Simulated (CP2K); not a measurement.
# Run report: BN, geometry relaxation (part 3 of 4)

Continued. System: BN (P6₃/mmc, 4 atoms in the cell). Method: DFT, PBE, Gaussian and plane waves, basis DZVP-MOLOPT-SR-GTH, GTH potentials (CP2K 2026.2); 9×9×5 k-mesh. The structure derives from an entry of the Crystallography Open Database. The geometry comes from this level: r2scan-rvv10.

Geometry of the input (Å; fractional positions):
```
2.5006  0.0000  0.0000
-1.2503  2.1656  0.0000
0.0000  0.0000  6.5236
B  0.3333  0.6667  0.2500
B  0.6667  0.3333  0.7500
N  0.3333  0.6667  0.7500
N  0.6667  0.3333  0.2500
```

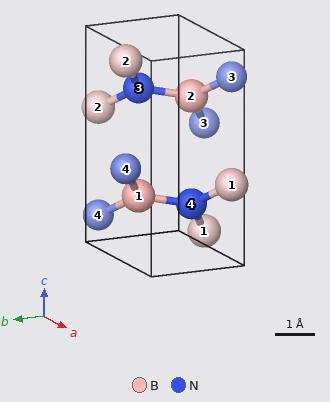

**Figure 1.** The starting structure (ball-and-stick view of the cell of the calculation, seen at an oblique angle; neighbours outside the cell are drawn fainter; atoms are numbered from 1 in the order of the input).

### What the program printed, continued
```
  Overlap energy of the core charge distribution:               0.00000192506280
  Self energy of the core charge distribution:                -61.82011564688084
  Core Hamiltonian energy:                                     18.98551069736511
  Hartree energy:                                              24.43851397908038
  Exchange-correlation energy:                                 -7.35480734509177
  Electronic entropic energy:                                  -0.00000000000000
  Fermi energy:                                                 0.13756618921887

  Total energy:                                               -25.75089639046433
  Total energy (extrapolated to T->0):                        -25.75089639046433

 ENERGY| Total FORCE_EVAL ( QS ) energy [hartree]            -25.750889345054162

 FORCES| Atomic forces [hartree/bohr]
 FORCES|   Atom     x               y               z               |f|
 FORCES|      1 -5.67641398E-04  3.92637663E-04 -5.06699353E-16   6.90203659E-04
 FORCES|      2  5.67641407E-04 -3.92637647E-04 -4.85139719E-17   6.90203658E-04
 FORCES|      3 -5.65953174E-04  3.91451162E-04  1.78982465E-15   6.88140252E-04
 FORCES|      4  5.65953452E-04 -3.91450681E-04 -7.17116953E-15   6.88140207E-04
 FORCES| Sum     2.87019380E-10  4.96416438E-10 -5.93655821E-15
 FORCES| Total atomic force                                       5.73419048E-10

 STRESS| Analytical stress tensor [bar]
 STRESS|                        x                   y                   z
 STRESS|      x        5.23735637520E+03  -7.42045448371E+03  -3.52293170964E-10
 STRESS|      y       -7.42045448371E+03  -4.98691948547E+03  -5.65596118389E-10
 STRESS|      z       -3.52293170964E-10  -5.65596118389E-10  -1.83133890033E+01
 STRESS| 1/3 Trace                                             7.73745002451E+01
 STRESS| Determinant                                           1.48670691157E+09

 STRESS| Eigenvectors and eigenvalues of the analytical stress tensor [bar]
 STRESS|                        1                   2                   3
 STRESS| Eigenvalues  -8.88572484446E+03  -1.83133890033E+01   9.13616173420E+03
 STRESS|      x           0.465120681878     -0.000000000000      0.885247282566
 STRESS|      y           0.885247282566     -0.000000000000     -0.465120681878
 STRESS|      z           0.000000000000      1.000000000000     -0.000000000000

 SPGR STRESS| Symmetrized stress tensor [GPa]
 SPGR STRESS|                        x                   y                   z
 SPGR STRESS|      x        1.51371196730E-02   3.65839041829E-05  -2.50908826984E-21
 SPGR STRESS|      y        3.65839041829E-05   1.51875368912E-02   8.88149589092E-21
 SPGR STRESS|      z       -2.50908826984E-21   8.88149589092E-21  -1.83133890033E-03
 SPGR STRESS| 1/3 Trace                                             9.49777255461E-03
 SPGR STRESS| Determinant                                          -4.21014237346E-07

 SPGR STRESS| Eigenvectors and eigenvalues of the symmetrized stress tensor [GPa]
 SPGR STRESS|                        1                   2                   3
 SPGR STRESS| Eigenvalues  -1.83133890033E-03   1.51179001826E-02   1.52067563815E-02
 SPGR STRESS|      x           0.000000000000      0.885268991532      0.465079361649
 SPGR STRESS|      y          -0.000000000000     -0.465079361649      0.885268991532
 SPGR STRESS|      z           1.000000000000     -0.000000000000      0.000000000000

 OPT| **************************************************************************
 OPT| Step number                                                             14
 OPT| Optimization method                                                   BFGS
 OPT| Total energy [hartree]                                      -25.7508893451
 OPT| Internal pressure [bar]                                      94.9777255461
 OPT| Effective energy change [hartree]                             0.0000002033
 OPT| Predicted energy change [hartree]                            -0.0000000338
 OPT| Scaling factor                                                0.7740793861
 OPT| Step size                                                     0.0073440911
 OPT| Trust radius                                                  0.4724315332
 OPT| Decrease in energy                                                      NO
 OPT| Used time [s]                                                       16.509
 OPT|
 OPT| Maximum step size                                             0.0073440911
 OPT| Convergence limit for maximum step size                       0.0030000000
 OPT| Maximum step size is converged                                          NO
 OPT|
 OPT| RMS step size                                                 0.0017323371
 OPT| Convergence limit for RMS step size                           0.0015000000
 OPT| RMS step size is converged                                              NO
 OPT|
 OPT| Maximum gradient                                              0.0000371238
 OPT| Convergence limit for maximum gradient                        0.0003000000
 OPT| Maximum gradient is converged                                          YES
 OPT|
 OPT| RMS gradient                                                  0.0000115776
 OPT| Convergence limit for RMS gradient                            0.0003000000
 OPT| RMS gradient is converged                                              YES
 OPT|
 OPT| Pressure deviation [bar]                                     94.9777255461
 OPT| Pressure tolerance [bar]                                    300.0000000000
 OPT| Pressure is converged                                                  YES
 OPT| **************************************************************************
 OPT| Estimated peak process memory after this step [MiB]                    346

 --------------------------
 OPTIMIZATION STEP:     15
 --------------------------

 CELL| Volume [angstrom^3]:                                            43.883655
 CELL| Vector a [angstrom]:       2.513     0.000     0.000   |a| =     2.513208
 CELL| Vector b [angstrom]:      -1.251     2.180     0.000   |b| =     2.513730
 CELL| Vector c [angstrom]:       0.000    -0.000     8.009   |c| =     8.009212
 CELL| Angle (b,c), alpha [degree]:                                    90.000000
 CELL| Angle (a,c), beta  [degree]:                                    90.000000
 CELL| Angle (a,b), gamma [degree]:                                   119.854392
 CELL| Numerically orthorhombic:                                              NO
 CELL| Periodicity                                                           XYZ

 Extrapolation method: initial_guess

 Number of electrons:                                                         16
 Number of occupied orbitals:                                                  8
 Number of molecular orbitals:                                                18

 Number of orbital functions:                                                 52
 Number of independent orbital functions:                                     52

 SCF WAVEFUNCTION OPTIMIZATION

  ------------------------------------------------------------------------------
     1 Broy./Diag. 0.30E+00    1.2     1.36755839       -25.8030154732 -2.58E+01
     2 Broy./Diag. 0.30E+00    1.4     0.24825280       -23.0612087782  2.74E+00
     3 Broy./Diag. 0.30E+00    1.4     0.11721106       -24.8965258077 -1.84E+00
     4 Broy./Diag. 0.30E+00    1.5     0.09107748       -25.6765739313 -7.80E-01
     5 Broy./Diag. 0.30E+00    1.4     0.00381728       -25.7700305959 -9.35E-02
     6 Broy./Diag. 0.30E+00    1.4     0.00299690       -25.7483824713  2.16E-02
     7 Broy./Diag. 0.30E+00    1.3     0.00016067       -25.7495433817 -1.16E-03
     8 Broy./Diag. 0.30E+00    1.3     0.00028790       -25.7502751713 -7.32E-04
     9 Broy./Diag. 0.30E+00    1.4     0.00002018       -25.7508678894 -5.93E-04
    10 Broy./Diag. 0.30E+00    1.4     0.00000382       -25.7508954721 -2.76E-05
    11 Broy./Diag. 0.30E+00    1.6     0.00000087       -25.7508962581 -7.86E-07

  *** SCF run converged in    11 steps ***

  Electronic density on regular grids:        -15.9999999991        0.0000000009
  Core density on regular grids:               15.9999999984       -0.0000000016
  Total charge density on r-space grids:       -0.0000000006
  Total charge density g-space grids:          -0.0000000006

  Overlap energy of the core charge distribution:               0.00000192391531
  Self energy of the core charge distribution:                -61.82011564688084
  Core Hamiltonian energy:                                     18.98525360681837
  Hartree energy:                                              24.43870783870153
  Exchange-correlation energy:                                 -7.35474398064786
  Electronic entropic energy:                                  -0.00000000000000
  Fermi energy:                                                 0.13780774249051

  Total energy:                                               -25.75089625809349
  Total energy (extrapolated to T->0):                        -25.75089625809349

 ENERGY| Total FORCE_EVAL ( QS ) energy [hartree]            -25.750889243381970

 FORCES| Atomic forces [hartree/bohr]
 FORCES|   Atom     x               y               z               |f|
 FORCES|      1 -5.69983064E-04  3.93797609E-04 -4.86794479E-17   6.92789471E-04
 FORCES|      2  5.69983073E-04 -3.93797594E-04 -3.53708445E-16   6.92789469E-04
 FORCES|      3 -5.68292597E-04  3.92611063E-04 -7.75049771E-15   6.90724201E-04
 FORCES|      4  5.68292875E-04 -3.92610582E-04 -9.55698852E-17   6.90724157E-04
 FORCES| Sum     2.87194128E-10  4.96678760E-10 -8.24845549E-15
 FORCES| Total atomic force                                       5.73733612E-10

 STRESS| Analytical stress tensor [bar]
 STRESS|                        x                   y                   z
 STRESS|      x        5.09055543929E+03  -7.45652981625E+03   2.71497817355E-10
 STRESS|      y       -7.45652981625E+03  -5.17102372411E+03  -1.25416154257E-09
 STRESS|      z        2.71497817355E-10  -1.25416154257E-09  -2.44001580948E+00
 STRESS| 1/3 Trace                                            -2.76361002090E+01
 STRESS| Determinant                                           1.99893951588E+08

 STRESS| Eigenvectors and eigenvalues of the analytical stress tensor [bar]
 STRESS|                        1                   2                   3
 STRESS| Eigenvalues  -9.09146823685E+03  -2.44001580948E+00   9.01099995203E+03
 STRESS|      x           0.465370403062     -0.000000000000      0.885116030786
 STRESS|      y           0.885116030786     -0.000000000000     -0.465370403062
 STRESS|      z           0.000000000000      1.000000000000      0.000000000000

 SPGR STRESS| Symmetrized stress tensor [GPa]
 SPGR STRESS|                        x                   y                   z
 SPGR STRESS|      x       -1.35816749460E-03  -3.29716925676E-06  -3.33397360929E-22
 SPGR STRESS|      y       -3.29716925676E-06  -1.36270591622E-03   1.17952753139E-21
 SPGR STRESS|      z       -3.33397360929E-22   1.17952753139E-21  -2.44001580948E-04
 SPGR STRESS| 1/3 Trace                                            -9.88291663925E-04
 SPGR STRESS| Determinant                                          -4.51591296119E-10

 SPGR STRESS| Eigenvectors and eigenvalues of the symmetrized stress tensor [GPa]
 SPGR STRESS|                        1                   2                   3
 SPGR STRESS| Eigenvalues  -1.36443928493E-03  -1.35643412589E-03  -2.44001580948E-04
 SPGR STRESS|      x           0.465329401473      0.885137587116     -0.000000000000
 SPGR STRESS|      y           0.885137587116     -0.465329401473      0.000000000000
 SPGR STRESS|      z          -0.000000000000      0.000000000000      1.000000000000

 OPT| **************************************************************************
 OPT| Step number                                                             15
 OPT| Optimization method                                                   BFGS
 OPT| Total energy [hartree]                                      -25.7508892434
 OPT| Internal pressure [bar]                                      -9.8829166392
 OPT| Effective energy change [hartree]                             0.0000001017
 OPT| Predicted energy change [hartree]                            -0.0000000075
 OPT| Scaling factor                                                0.7740793861
 OPT| Step size                                                     0.0074660733
 OPT| Trust radius                                                  0.4724315332
 OPT| Decrease in energy                                                      NO
 OPT| Used time [s]                                                       17.486
 OPT|
 OPT| Maximum step size                                             0.0074660733
 OPT| Convergence limit for maximum step size                       0.0030000000
 OPT| Maximum step size is converged                                          NO
 OPT|
 OPT| RMS step size                                                 0.0017599949
 OPT| Convergence limit for RMS step size                           0.0015000000
 OPT| RMS step size is converged                                              NO
 OPT|
 OPT| Maximum gradient                                              0.0000033294
 OPT| Convergence limit for maximum gradient                        0.0003000000
 OPT| Maximum gradient is converged                                          YES
 OPT|
 OPT| RMS gradient                                                  0.0000010387
 OPT| Convergence limit for RMS gradient                            0.0003000000
 OPT| RMS gradient is converged                                              YES
 OPT|
 OPT| Pressure deviation [bar]                                     -9.8829166392
 OPT| Pressure tolerance [bar]                                    300.0000000000
 OPT| Pressure is converged                                                  YES
 OPT| **************************************************************************
 OPT| Estimated peak process memory after this step [MiB]                    346

 --------------------------
 OPTIMIZATION STEP:     16
 --------------------------

 CELL| Volume [angstrom^3]:                                            43.880730
 CELL| Vector a [angstrom]:       2.513     0.000     0.000   |a| =     2.513205
 CELL| Vector b [angstrom]:      -1.251     2.180     0.000   |b| =     2.513728
 CELL| Vector c [angstrom]:       0.000    -0.000     8.009   |c| =     8.008694
 CELL| Angle (b,c), alpha [degree]:                                    90.000000
 CELL| Angle (a,c), beta  [degree]:                                    90.000000
 CELL| Angle (a,b), gamma [degree]:                                   119.854414
 CELL| Numerically orthorhombic:                                              NO
 CELL| Periodicity                                                           XYZ

 Extrapolation method: initial_guess

 Number of electrons:                                                         16
 Number of occupied orbitals:                                                  8
 Number of molecular orbitals:                                                18

 Number of orbital functions:                                                 52
 Number of independent orbital functions:                                     52

 SCF WAVEFUNCTION OPTIMIZATION

  ------------------------------------------------------------------------------
     1 Broy./Diag. 0.30E+00    1.1     1.36755400       -25.8030214079 -2.58E+01
     2 Broy./Diag. 0.30E+00    1.4     0.24825262       -23.0612133951  2.74E+00
     3 Broy./Diag. 0.30E+00    1.3     0.11721121       -24.8965347057 -1.84E+00
     4 Broy./Diag. 0.30E+00    1.6     0.09107824       -25.6765820841 -7.80E-01
     5 Broy./Diag. 0.30E+00    1.4     0.00381689       -25.7700325804 -9.35E-02
     6 Broy./Diag. 0.30E+00    1.4     0.00299689       -25.7483841349  2.16E-02
     7 Broy./Diag. 0.30E+00    1.5     0.00016065       -25.7495439027 -1.16E-03
     8 Broy./Diag. 0.30E+00    1.3     0.00028786       -25.7502753603 -7.31E-04
     9 Broy./Diag. 0.30E+00    1.3     0.00002018       -25.7508678912 -5.93E-04
    10 Broy./Diag. 0.30E+00    1.4     0.00000382       -25.7508954729 -2.76E-05
    11 Broy./Diag. 0.30E+00    1.7     0.00000087       -25.7508962597 -7.87E-07

  *** SCF run converged in    11 steps ***

  Electronic density on regular grids:        -15.9999999991        0.0000000009
  Core density on regular grids:               15.9999999984       -0.0000000016
  Total charge density on r-space grids:       -0.0000000006
  Total charge density g-space grids:          -0.0000000006

  Overlap energy of the core charge distribution:               0.00000192397753
  Self energy of the core charge distribution:                -61.82011564688084
  Core Hamiltonian energy:                                     18.98526849041118
  Hartree energy:                                              24.43869798048360
  Exchange-correlation energy:                                 -7.35474900769314
  Electronic entropic energy:                                  -0.00000000000000
  Fermi energy:                                                 0.13784024432368

  Total energy:                                               -25.75089625970167
  Total energy (extrapolated to T->0):                        -25.75089625970167

 ENERGY| Total FORCE_EVAL ( QS ) energy [hartree]            -25.750889247355961

 FORCES| Atomic forces [hartree/bohr]
 FORCES|   Atom     x               y               z               |f|
 FORCES|      1 -5.69914050E-04  3.93736195E-04  5.42677028E-16   6.92697781E-04
 FORCES|      2  5.69914059E-04 -3.93736179E-04  6.97226745E-16   6.92697779E-04
 FORCES|      3 -5.68224861E-04  3.92550523E-04  2.73196479E-15   6.90634061E-04
 FORCES|      4  5.68225139E-04 -3.92550042E-04  3.98253678E-15   6.90634016E-04
 FORCES| Sum     2.87182948E-10  4.96657654E-10  7.95440534E-15
 FORCES| Total atomic force                                       5.73709745E-10

 STRESS| Analytical stress tensor [bar]
 STRESS|                        x                   y                   z
 STRESS|      x        5.09918275663E+03  -7.45600712512E+03   5.15710024774E-11
 STRESS|      y       -7.45600712512E+03  -5.16130916886E+03  -9.12115908092E-10
 STRESS|      z        5.15710024774E-11  -9.12115908092E-10  -3.30397281887E-01
 STRESS| 1/3 Trace                                            -2.08189365051E+01
 STRESS| Determinant                                           2.70630068769E+07
```
